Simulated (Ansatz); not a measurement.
## What a change does: single-point calculation on MoS₂

System: MoS₂ (3 atoms in the cell).
Method of run 1: DFT, PBE, plane waves, PAW, no spin polarisation (Ansatz 0.2.0).

The structure derives from a Materials Project entry. The geometry comes from this level: r2scan-rvv10 (a point of a series of volumes). Text and figures count atoms from 1; the logs count them from 0 in places.

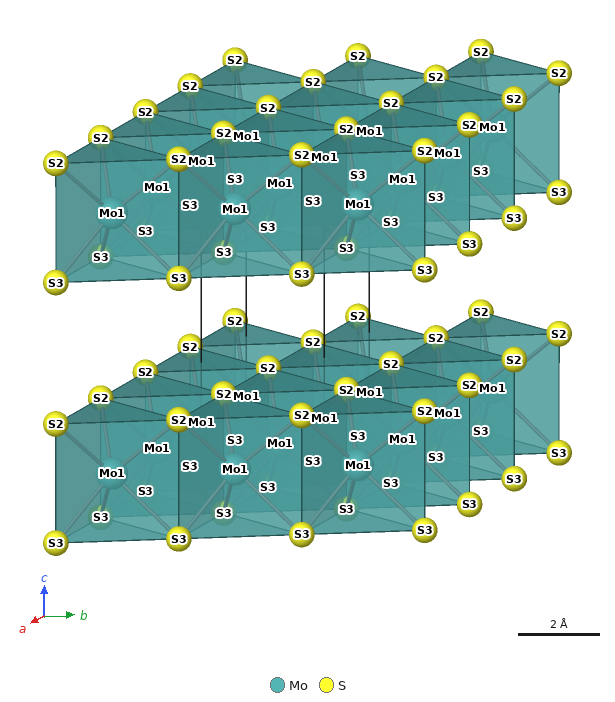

The structure (polyhedral view of the cell of the calculation, repeated 3 × 2 × 1, seen slightly off an axis; polyhedra are completed across the faces of the cell; atoms are numbered from 1 in the order of the input).

## The input, run 1
```yaml
crystal:
  lattice:
    - [3.0840403704, 0.0, 0.0]
    - [-1.5420201852, 2.6708573071, 0.0]
    - [0.0, 0.0, 6.6233646047]
  atoms:
    - { symbol: Mo, position: [0.0, 0.0, 0.0] }
    - { symbol: S, position: [0.3333333333, 0.6666666667, 0.2285274094] }
    - { symbol: S, position: [0.3333333333, 0.6666666667, 0.7714725906] }
kpoints:
  mp_grid: { grid: [6, 6, 2] }
hamiltonian:
  xc: pbe
scf:
  occupations: { method: fermi_dirac, width: 0.02 }
  n_extra_bands: 4
output:
  forces: true
  stress: true
  eigenvalues: true
basis:
  ecutwfc: 260
```

Launched with:
```bash
ansatz run input.yaml --threads 2 --pin off --max-ram 2764MiB --backend cpu --events-out ev --progress --plain --runs-dir out
```

Hardware: 2 threads of Arm Neoverse V1, 24 GiB of memory available, shared host.

## Output, shortened to warnings, some set-up lines, iterations and results (run 1)
```
Warning: basis.ecutwfc = 260 eV is below the records' recommended 420 eV, and the density's cutoff is lower with it unless basis.ecutrho_ratio is high enough to keep the records' density cutoff: compare with a run at a higher cutoff
Basis set: ecut = 260 eV, 503 PW (Γ), exchange–correlation on 36×36×72 points (8 copies of the dense FFT grid, shifted against one another)
Symmetry: 12 space group operations
k-points: 14 of 72 (time reversal used)
Initial density: superposition of atomic densities (neutral atoms: chi_scale 0, normalization atom), corrected by the library's trained network
[...]
SCF iter   1: F=—  HF=-6762.028810 eV  |F-HF|=—  |Δ(HF+E_count)|=         —  Δρ=1.01e-2  dr2=1.57e-2  ethr=1.77e-3  ⟨swp⟩=6.2  Hψ=1336  notcnv=0
SCF iter   2: F=—  HF=-6762.031074 eV  |F-HF|=—  |Δ(HF+E_count)|=   2.26e-3  Δρ=4.70e-3  dr2=2.71e-3  ethr=6.02e-5  ⟨swp⟩=3.0  Hψ=588  notcnv=0
SCF iter   3: F=—  HF=-6762.034598 eV  |F-HF|=—  |Δ(HF+E_count)|=   3.52e-3  Δρ=1.64e-3  dr2=3.52e-3  ethr=1.04e-5  ⟨swp⟩=2.0  Hψ=476  notcnv=0
SCF iter   4: F=—  HF=-6762.034553 eV  |F-HF|=—  |Δ(HF+E_count)|=   4.56e-5  Δρ=1.26e-3  dr2=2.16e-3  ethr=1.04e-5  ⟨swp⟩=2.0  Hψ=389  notcnv=0
SCF iter   5: F=—  HF=-6762.034361 eV  |F-HF|=—  |Δ(HF+E_count)|=   1.92e-4  Δρ=5.06e-4  dr2=3.32e-4  ethr=8.31e-6  ⟨swp⟩=1.1  Hψ=239  notcnv=0
SCF iter   6: F=—  HF=-6762.034346 eV  |F-HF|=—  |Δ(HF+E_count)|=   1.48e-5  Δρ=1.12e-4  dr2=1.19e-5  ethr=1.28e-6  ⟨swp⟩=1.9  Hψ=266  notcnv=0
SCF iter   7: F=—  HF=-6762.034067 eV  |F-HF|=—  |Δ(HF+E_count)|=   2.80e-4  Δρ=1.79e-5  dr2=1.76e-7  ethr=4.56e-8  ⟨swp⟩=2.0  Hψ=349  notcnv=0
SCF iter   8: F=-6762.034067 eV  HF=-6762.034067 eV  |F-HF|=1.31e-8  |Δ(HF+E_count)|=   5.50e-8  Δρ=5.24e-6  dr2=9.80e-9  ethr=3.85e-10  ⟨swp⟩=6.5  Hψ=1068  notcnv=0
SCF 1 converged in 8 iterations: F = -6762.034067 eV  dr2 = 9.80e-9
SCF converged after 8 iterations
Free energy (F): -6762.034067 eV
Harris-Foulkes:  -6762.034067 eV  (|F-HF|=1.31e-8)
Internal energy: -6762.034067 eV  (E = F + TS)
E sigma→0 (E₀):  -6762.034067 eV
Fermi energy:    11.047950 eV
--- Per-component energies (eV) ---
  E_band       = -168.867979
  E_kinetic    = 664.236483
  E_local      = -2407.098369  (includes V_loc(G=0)·N_el)
  E_nonlocal   = 198.926471
  E_hartree    = 968.810515
  E_xc         = -381.322869
  E_vxc        = -408.799251  (∫ρ·V_xc dr)
  E_paw        = -4401.795751  (= ΣΔE_a)
  E_vpaw       = -153.756004  (= ΣTr[D̂ρ^β])
  E_aug_tail   = 0.000252  (compensation charges beyond the density's cutoff)
  E_ewald      = -1403.790798
  E_smearing   = -0.000000  (= −TS)
  E_closure    = -0.000000  (closes the sum)
  Σ components = -6762.034067   (vs F -6762.034067, Δ=0.00e0)
--- Forces (eV/Å), atoms counted from 1 ---
  atom   1  Mo    -0.00000000    -0.00000000     0.00000000
  atom   2  S      0.00000000    -0.00000000     1.73033577
  atom   3  S      0.00000000    -0.00000000    -1.73033577
  max |Σ_I F_I| component: 2.22e-16 eV/Å
--- Stress (GPa, compression-positive) ---
       15.022659      -0.000000       0.000000
        0.000000      15.022659       0.000000
        0.000000       0.000000      18.345492
  P = ⅓ Tr σ = 16.1303 GPa (161.303 kbar)
```

For run 2 the input was changed thus:
```diff
-    - [3.0840403704, 0.0, 0.0]
-    - [-1.5420201852, 2.6708573071, 0.0]
-    - [0.0, 0.0, 6.6233646047]
+    - [3.2930383327, 0.0, 0.0]
+    - [-1.6465191663, 2.8518548517, 0.0]
+    - [0.0, 0.0, 7.0722140163]
```

What does this change do to the results?

With the same functional and potentials, run 2 lies 27.8 meV per atom lower. The gap on the mesh goes from 1.31 to 1.14 eV. The pressure goes from 16.13 to −9.38 GPa. The largest force goes from 1.730 to 1.366 eV/Å. The volume per atom goes from 18.19 to 22.14 Å³. The number of SCF iterations is the same. The plane waves at Γ go from 503 to 637.

## Output, shortened to warnings, some set-up lines, iterations and results (run 2)
```
Warning: basis.ecutwfc = 260 eV is below the records' recommended 420 eV, and the density's cutoff is lower with it unless basis.ecutrho_ratio is high enough to keep the records' density cutoff: compare with a run at a higher cutoff
Basis set: ecut = 260 eV, 637 PW (Γ), exchange–correlation on 36×36×80 points (8 copies of the dense FFT grid, shifted against one another)
Symmetry: 12 space group operations
k-points: 14 of 72 (time reversal used)
Initial density: superposition of atomic densities (neutral atoms: chi_scale 0, normalization atom), corrected by the library's trained network
[...]
SCF iter   1: F=—  HF=-6762.114042 eV  |F-HF|=—  |Δ(HF+E_count)|=         —  Δρ=9.07e-3  dr2=2.36e-2  ethr=1.77e-3  ⟨swp⟩=6.1  Hψ=1280  notcnv=0
SCF iter   2: F=—  HF=-6762.123996 eV  |F-HF|=—  |Δ(HF+E_count)|=   9.95e-3  Δρ=7.08e-3  dr2=7.46e-2  ethr=9.07e-5  ⟨swp⟩=2.4  Hψ=594  notcnv=0
SCF iter   3: F=—  HF=-6762.119426 eV  |F-HF|=—  |Δ(HF+E_count)|=   4.57e-3  Δρ=4.55e-3  dr2=2.86e-2  ethr=9.07e-5  ⟨swp⟩=2.7  Hψ=415  notcnv=0
SCF iter   4: F=—  HF=-6762.117519 eV  |F-HF|=—  |Δ(HF+E_count)|=   1.91e-3  Δρ=2.05e-3  dr2=4.09e-3  ethr=9.07e-5  ⟨swp⟩=2.0  Hψ=312  notcnv=0
SCF iter   5: F=—  HF=-6762.117512 eV  |F-HF|=—  |Δ(HF+E_count)|=   6.97e-6  Δρ=4.65e-4  dr2=1.87e-4  ethr=1.57e-5  ⟨swp⟩=2.0  Hψ=292  notcnv=0
SCF iter   6: F=—  HF=-6762.117549 eV  |F-HF|=—  |Δ(HF+E_count)|=   3.74e-5  Δρ=7.98e-5  dr2=1.39e-6  ethr=7.20e-7  ⟨swp⟩=2.0  Hψ=314  notcnv=0
SCF iter   7: F=—  HF=-6762.117342 eV  |F-HF|=—  |Δ(HF+E_count)|=   2.07e-4  Δρ=1.56e-5  dr2=3.62e-7  ethr=5.34e-9  ⟨swp⟩=2.6  Hψ=427  notcnv=0
SCF iter   8: F=-6762.117342 eV  HF=-6762.117342 eV  |F-HF|=1.46e-9  |Δ(HF+E_count)|=   2.84e-8  Δρ=2.54e-6  dr2=5.21e-9  ethr=3.85e-10  ⟨swp⟩=5.4  Hψ=946  notcnv=0
SCF 1 converged in 8 iterations: F = -6762.117342 eV  dr2 = 5.21e-9
SCF converged after 8 iterations
Free energy (F): -6762.117342 eV
Harris-Foulkes:  -6762.117342 eV  (|F-HF|=1.46e-9)
Internal energy: -6762.117342 eV  (E = F + TS)
E sigma→0 (E₀):  -6762.117342 eV
Fermi energy:    8.031838 eV
--- Per-component energies (eV) ---
  E_band       = -232.814772
  E_kinetic    = 647.461934
  E_local      = -2508.491986  (includes V_loc(G=0)·N_el)
  E_nonlocal   = 197.879142
  E_hartree    = 991.706713
  E_xc         = -375.239086
  E_vxc        = -400.606039  (∫ρ·V_xc dr)
  E_paw        = -4400.737347  (= ΣΔE_a)
  E_vpaw       = -152.475099  (= ΣTr[D̂ρ^β])
  E_aug_tail   = 0.000252  (compensation charges beyond the density's cutoff)
  E_ewald      = -1314.696963
  E_smearing   = -0.000000  (= −TS)
  E_closure    = -0.000000  (closes the sum)
  Σ components = -6762.117342   (vs F -6762.117342, Δ=0.00e0)
--- Forces (eV/Å), atoms counted from 1 ---
  atom   1  Mo     0.00000000    -0.00000000     0.00000000
  atom   2  S      0.00000000    -0.00000000    -1.36611137
  atom   3  S      0.00000000    -0.00000000     1.36611137
  max |Σ_I F_I| component: 3.01e-17 eV/Å
--- Stress (GPa, compression-positive) ---
       -9.291787       0.000000       0.000000
        0.000000      -9.291787       0.000000
        0.000000       0.000000      -9.564590
  P = ⅓ Tr σ = -9.3827 GPa (-93.827 kbar)
```

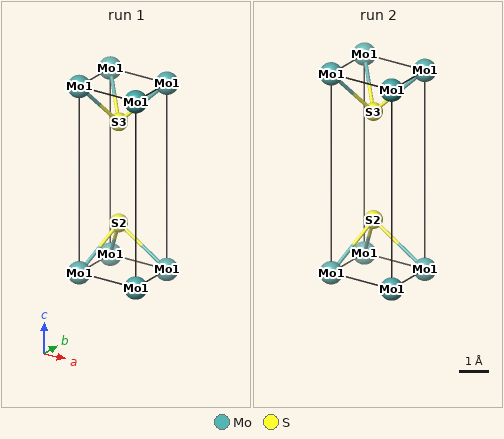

The two input geometries at one scale (ball-and-stick view of the cell of the calculation, seen slightly off an axis). The atoms keep their places relative to the cell (all moves are under 0.005 Å). The drawn cell changes as follows: a = b 3.084 → 3.293 Å (+6.8 %), c 6.623 → 7.072 Å (+6.8 %); the volume changes by +21.7 %. Among the contacts that change: Mo1–S2 2.337 → 2.495 Å.

## The two runs side by side

```tsv
quantity	run 1	run 2
outcome	converged	converged
free energy per atom (eV)	−2254.0114	−2254.0391
gap on the mesh (eV)	1.31	1.14
pressure (GPa)	16.13	−9.38
volume per atom (Å³)	18.19	22.14
largest force (eV/Å)	1.730	1.366
SCF iterations	8	8
irreducible k-points	14	14
plane waves at Γ	503	637
wall time (shared host)	0.6 s	0.67 s
```

For both runs: Warnings: the cutoff is below the recommended one.
